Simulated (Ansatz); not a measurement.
**Na: a changed input and its effect**

System: Na (1 atom in the cell).
Method of run A: Kohn-Sham DFT of a periodic cell, PBEsol, Ansatz PAW, no spin polarisation (Ansatz 0.2.0).

The structure derives from an entry of the Crystallography Open Database. Text and figures count atoms from 1; the logs count them from 0 in places.

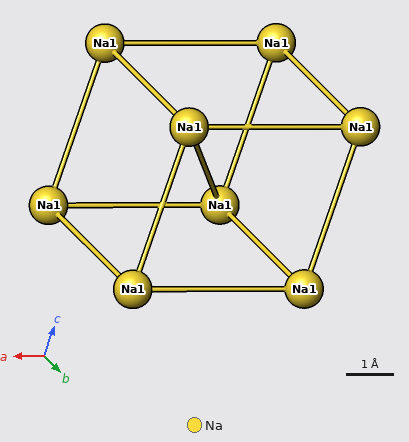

The input geometry (ball-and-stick view of the cell of the calculation, seen at an oblique angle; atoms are numbered from 1 in the order of the input). An atom can appear more than once, as a periodic image. Near neighbours in the periodic cell (some may lie outside the picture): Na has 8 Na at 3.68 to 3.73 Å.

**The input, run A**
```yaml
crystal:
  lattice:
    - [-2.16241, 2.16241, 2.141]
    - [2.16241, -2.16241, 2.141]
    - [2.11959, 2.11959, -2.141]
  atoms:
    - { symbol: Na, position: [0.0, 0.0, 0.0] }
hamiltonian:
  xc: pbesol
  pseudopotentials: { kind: paw }
kpoints:
  mp_grid: { grid: [7, 7, 7] }
scf:
  occupations: { method: fermi_dirac, width: 0.05 }
output:
  forces: true
  stress: true
  eigenvalues: true
```

Command:
```bash
ansatz run input.yaml --threads 2 --pin off --max-ram 5632MiB --backend cpu --events-out ev --progress --plain --runs-dir out
```

Hardware: 2 threads of Arm Neoverse V1, 24 GiB of memory available, shared host.

**Output, shortened to warnings, some set-up lines, iterations and results (run A)**
```
Basis set: ecut = 420 eV, 771 PW (Γ), exchange–correlation on 50×50×50 points (8 copies of the dense FFT grid, shifted against one another)
Symmetry: 8 space group operations
k-points: 64 of 343
Initial density: superposition of atomic densities (neutral atoms: chi_scale 0, normalization atom), corrected by the library's trained network
[...]
SCF iter   1: F=—  HF=-1475.867923 eV  |F-HF|=—  |Δ(HF+E_count)|=         —  Δρ=1.54e-3  dr2=4.14e-4  ethr=1.77e-3  ⟨swp⟩=5.1  Hψ=3715  notcnv=0
SCF iter   2: F=—  HF=-1475.867414 eV  |F-HF|=—  |Δ(HF+E_count)|=   5.10e-4  Δρ=3.30e-4  dr2=1.69e-5  ethr=4.60e-6  ⟨swp⟩=2.1  Hψ=1408  notcnv=0
SCF iter   3: F=—  HF=-1475.867437 eV  |F-HF|=—  |Δ(HF+E_count)|=   2.33e-5  Δρ=8.28e-5  dr2=1.54e-6  ethr=1.88e-7  ⟨swp⟩=2.0  Hψ=837  notcnv=0
SCF iter   4: F=—  HF=-1475.867440 eV  |F-HF|=—  |Δ(HF+E_count)|=   3.15e-6  Δρ=3.54e-5  dr2=1.58e-7  ethr=1.71e-8  ⟨swp⟩=2.0  Hψ=856  notcnv=0
SCF iter   5: F=-1475.867440 eV  HF=-1475.867440 eV  |F-HF|=1.67e-8  |Δ(HF+E_count)|=   1.46e-7  Δρ=8.75e-6  dr2=9.53e-9  ethr=1.76e-9  ⟨swp⟩=2.0  Hψ=822  notcnv=0
SCF iter   6: F=-1475.867440 eV  HF=-1475.867440 eV  |F-HF|=3.50e-11  |Δ(HF+E_count)|=   8.43e-9  Δρ=4.01e-7  dr2=1.95e-11  ethr=1.06e-10  ⟨swp⟩=2.0  Hψ=1814  notcnv=0
SCF 1 converged in 6 iterations: F = -1475.867440 eV  dr2 = 1.95e-11
SCF converged after 6 iterations
Free energy (F): -1475.867440 eV
Harris-Foulkes:  -1475.867440 eV  (|F-HF|=3.50e-11)
Internal energy: -1475.862608 eV  (E = F + TS)
E sigma→0 (E₀):  -1475.865024 eV
Entropy (-TS):   -0.004832 eV (-4.832 meV/atom)
Fermi energy:    1.435738 eV
--- Per-component energies (eV) ---
  E_band       = -242.550608
  E_kinetic    = 120.031624
  E_local      = -1459.461670  (includes V_loc(G=0)·N_el)
  E_nonlocal   = 115.819866
  E_hartree    = 534.335917
  E_xc         = -37.543902
  E_vxc        = -48.521805  (∫ρ·V_xc dr)
  E_paw        = -253.458560  (= ΣΔE_a)
  E_vpaw       = -39.090562  (= ΣTr[D̂ρ^β])
  E_aug_tail   = -0.000025  (compensation charges beyond the density's cutoff)
  E_ewald      = -495.640551
  E_core_change = 0.054694  (= ΣΔE_core)
  E_smearing   = -0.004832  (= −TS)
  E_closure    = 0.000000  (closes the sum)
  Σ components = -1475.867440   (vs F -1475.867440, Δ=0.00e0)
--- Forces (eV/Å), atoms counted from 1 ---
  atom   1  Na     0.00000000     0.00000000    -0.00000000
  max |Σ_I F_I| component: 1.23e-32 eV/Å
--- Stress (GPa, compression-positive) ---
       -0.547447       0.127886       0.000000
        0.127886      -0.547447       0.000000
        0.000000       0.000000      -0.518595
  P = ⅓ Tr σ = -0.5378 GPa (-5.378 kbar)
```

The input of run B differs as follows (lines with − go, lines with + come):
```diff
-    - [-2.16241, 2.16241, 2.141]
-    - [2.16241, -2.16241, 2.141]
-    - [2.11959, 2.11959, -2.141]
+    - [-2.130295, 2.130295, 2.141]
+    - [2.130295, -2.130295, 2.141]
+    - [2.151705, 2.151705, -2.141]
```

Predict how the results change.

With the same functional and potentials, run B lies 0.22 meV per atom lower. The number of SCF iterations is the same. The plane waves at Γ go from 771 to 767.

**Output, shortened to warnings, some set-up lines, iterations and results (run B)**
```
Basis set: ecut = 420 eV, 767 PW (Γ), exchange–correlation on 50×50×50 points (8 copies of the dense FFT grid, shifted against one another)
Symmetry: 8 space group operations
k-points: 64 of 343
Initial density: superposition of atomic densities (neutral atoms: chi_scale 0, normalization atom), corrected by the library's trained network
[...]
SCF iter   1: F=—  HF=-1475.868152 eV  |F-HF|=—  |Δ(HF+E_count)|=         —  Δρ=1.54e-3  dr2=4.16e-4  ethr=1.77e-3  ⟨swp⟩=5.0  Hψ=3714  notcnv=0
SCF iter   2: F=—  HF=-1475.867641 eV  |F-HF|=—  |Δ(HF+E_count)|=   5.11e-4  Δρ=3.27e-4  dr2=1.65e-5  ethr=4.62e-6  ⟨swp⟩=2.1  Hψ=1410  notcnv=0
SCF iter   3: F=—  HF=-1475.867662 eV  |F-HF|=—  |Δ(HF+E_count)|=   2.08e-5  Δρ=8.23e-5  dr2=1.51e-6  ethr=1.83e-7  ⟨swp⟩=2.0  Hψ=835  notcnv=0
SCF iter   4: F=—  HF=-1475.867665 eV  |F-HF|=—  |Δ(HF+E_count)|=   3.21e-6  Δρ=3.36e-5  dr2=1.42e-7  ethr=1.68e-8  ⟨swp⟩=2.0  Hψ=856  notcnv=0
SCF iter   5: F=-1475.867665 eV  HF=-1475.867665 eV  |F-HF|=1.42e-8  |Δ(HF+E_count)|=   1.31e-7  Δρ=8.11e-6  dr2=8.14e-9  ethr=1.57e-9  ⟨swp⟩=2.0  Hψ=822  notcnv=0
SCF iter   6: F=-1475.867665 eV  HF=-1475.867665 eV  |F-HF|=2.05e-11  |Δ(HF+E_count)|=   7.94e-9  Δρ=3.12e-7  dr2=1.15e-11  ethr=9.04e-11  ⟨swp⟩=2.0  Hψ=1811  notcnv=0
SCF 1 converged in 6 iterations: F = -1475.867665 eV  dr2 = 1.15e-11
SCF converged after 6 iterations
Free energy (F): -1475.867665 eV
Harris-Foulkes:  -1475.867665 eV  (|F-HF|=2.05e-11)
Internal energy: -1475.862766 eV  (E = F + TS)
E sigma→0 (E₀):  -1475.865215 eV
Entropy (-TS):   -0.004899 eV (-4.899 meV/atom)
Fermi energy:    1.432246 eV
--- Per-component energies (eV) ---
  E_band       = -242.551522
  E_kinetic    = 120.031399
  E_local      = -1459.455336  (includes V_loc(G=0)·N_el)
  E_nonlocal   = 115.819756
  E_hartree    = 534.332386
  E_xc         = -37.543753
  E_vxc        = -48.521601  (∫ρ·V_xc dr)
  E_paw        = -253.458558  (= ΣΔE_a)
  E_vpaw       = -39.090584  (= ΣTr[D̂ρ^β])
  E_aug_tail   = -0.000026  (compensation charges beyond the density's cutoff)
  E_ewald      = -495.643329
  E_core_change = 0.054694  (= ΣΔE_core)
  E_smearing   = -0.004899  (= −TS)
  E_closure    = -0.000000  (closes the sum)
  Σ components = -1475.867665   (vs F -1475.867665, Δ=0.00e0)
--- Forces (eV/Å), atoms counted from 1 ---
  atom   1  Na    -0.00000000     0.00000000     0.00000000
  max |Σ_I F_I| component: 7.70e-33 eV/Å
--- Stress (GPa, compression-positive) ---
       -0.541540      -0.063797      -0.000000
       -0.063797      -0.541540       0.000000
       -0.000000       0.000000      -0.533901
  P = ⅓ Tr σ = -0.5390 GPa (-5.390 kbar)
```

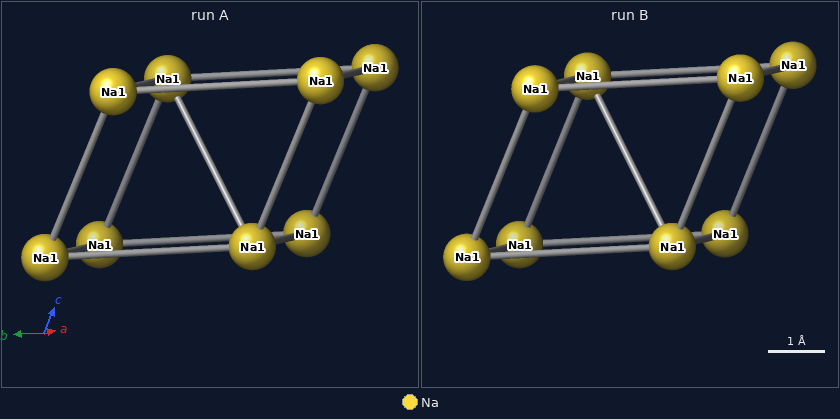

The two input geometries at one scale (ball-and-stick view of the cell of the calculation, seen at an oblique angle). No atom moves by more than 0.005 Å relative to the cell. The drawn cell changes at constant volume: a = b 3.733 → 3.696 Å (−1.0 %), c 3.684 → 3.721 Å (+1.0 %), γ 110.0° → 109.2°. Among the contacts that change: Na1–Na1 3.733 → 3.696 Å.

**The two runs side by side**

| quantity | run A | run B |
| --- | --- | --- |
| outcome | converged | converged |
| free energy per atom (eV) | −1475.8674 | −1475.8677 |
| energy per atom, smearing taken to zero (eV) | −1475.8650 | −1475.8652 |
| gap on the mesh (eV) | 0.00 | 0.00 |
| pressure (GPa) | −0.54 | −0.54 |
| largest force (eV/Å) | 0.000 | 0.000 |
| SCF iterations | 6 | 6 |
| irreducible k-points | 64 | 64 |
| plane waves at Γ | 771 | 767 |
| wall time (shared host) | 0.72 s | 0.71 s |
